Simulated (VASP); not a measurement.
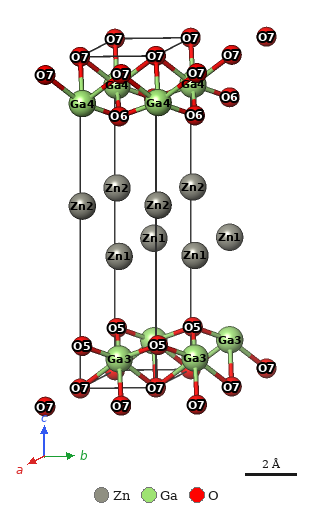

Solid Zn2Ga2O3 (a generated structure, set up in P-3m1), before the relaxation. The picture is a ball-and-stick view of the cell of the calculation, repeated 2 × 2 × 1 with one cell outlined, seen slightly off an axis.

The run lets cell and atoms move.

Method: Kohn-Sham DFT of a periodic cell, PBE, VASP PAW PBE potentials, recommended in VASP.

Input
```
ALGO = Normal ; EDIFF = 1E-7
EDIFFG = -0.005 ; ENCUT = 520
GGA = PE ; IBRION = 2
ISIF = 3 ; ISMEAR = 0
KPAR = 4 ; LASPH = T
LCHARG = F ; LREAL = F
LWAVE = F ; NELM = 120
NSW = 60 ; POTIM = 0.3
PREC = Accurate ; SIGMA = 0.1
```

Launched with:
```bash
cat potpaw_PBE.64/Zn/POTCAR potpaw_PBE.64/Ga_d/POTCAR potpaw_PBE.64/O/POTCAR > POTCAR
mpirun -np 4 vasp_std > vasp.out
```

The structure:
```
CELL_PARAMETERS angstrom
2.98003 0.00000 0.00000
-1.49002 2.58079 0.00000
0.00000 0.00000 13.52108
ATOMIC_POSITIONS crystal
Zn 0.33333 0.66667 0.41452
Zn 0.66667 0.33333 0.58548
Ga 0.33333 0.66667 0.10531
Ga 0.66667 0.33333 0.89469
O 0.66667 0.33333 0.16342
O 0.33333 0.66667 0.83658
O 0.00000 0.00000 0.00000
```

Question: Predict the outcome.

Answer: The energy falls by 1.7 meV per cell of the calculation in 23 geometry steps. Largest force component: 0.0082 eV/Å at the start, 0.0048 eV/Å at the end. Pressure: 0.16 GPa at the start and 0.01 GPa at the end. The largest moves relative to the cell, 0.043 Å, are those of O5 and O6. O6 goes along +c. By element the largest moves are O 0.043 Å, Ga 0.026 Å, Zn 0.016 Å. The volume changes by +1.9 %, with a = b unchanged at 2.980 Å, c 13.521 → 13.776 Å (+1.9 %). The space group stays P-3m1 (No. 164).

The end point in the same view:

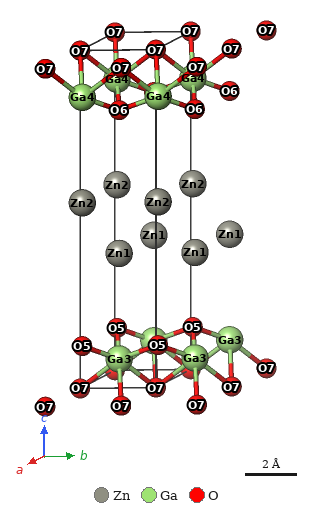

Limits of the set-up: layers or molecules are held without a dispersion correction, so their spacing is unreliable.
